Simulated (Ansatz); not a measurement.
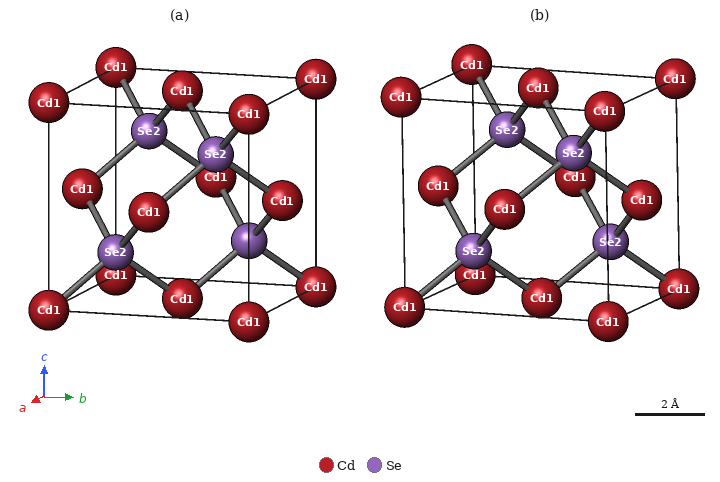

Left: crystalline CdSe (built on the zincblende type) at its r2SCAN-relaxed geometry. Right: the same structure after one change, at the same scale. The picture is a ball-and-stick view of the conventional cell (4 times the calculation's cell), seen slightly off an axis. Lengths and directions refer to the drawn axes.

These are results of DFT, r2SCAN, plane waves, PAW in Ansatz, not measurements. (plane-wave cutoff 500 eV; k-point mesh 8 × 8 × 8; occupations fixed; no spin polarisation)

### What distinguishes the right structure from the left one?

The cell is strained by +4.0 % along [1 −1 1] and none across it (volume +4.0 %). The atoms were relaxed with r2SCAN under that strain, and this is a single point on that geometry.

### What does the change do?

Some distances before and after: Cd–Se 2.657 → 2.687 to 2.712 Å. The space group (tolerance 0.01 Å) goes from F-43m (No. 216) to R3m (No. 160). It costs 11.8 meV per atom. The pressure goes from −0.1 to −1.9 GPa. The principal stresses (compression positive) are −3.2 GPa along [1 −1 1] and −1.3 GPa across it. The forces stay under 0.01 eV/Å. The band gap: 1.04 eV before, 0.88 eV after.
